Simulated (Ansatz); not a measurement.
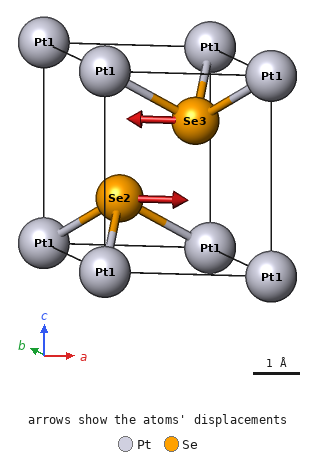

The lowest optical mode of a crystal of PtSe2 relaxed at 9 GPa, space group P-3m1 (No. 164), at the zone centre. The red arrows give the relative displacements of the atoms. A ball-and-stick model of the cell of the calculation, seen slightly off an axis.

These are results of DFT PBEsol, scalar-relativistic, plane waves, PAW (Ansatz), not measurements. (plane-wave cutoff 420 eV; k-point mesh 12 × 12 × 8; occupations fermi dirac; smearing width 0.15 eV; target pressure 9 GPa; no spin polarisation)

The frequencies depend somewhat on the k-mesh and the smearing.

**Is the structure stable against all modes at this point?**

Yes: this softest mode has a real frequency, and so have all others here. That speaks for this wave vector alone: the rest of the zone wasn't checked in this run. This is the E_g mode (doubly degenerate; one member of the set is drawn) at 166 cm⁻¹, the lowest optical level, Raman-active by symmetry. The Pt atoms stay at rest; all motion is along a; atoms of one kind move against one another, with no net shift of their sublattice.
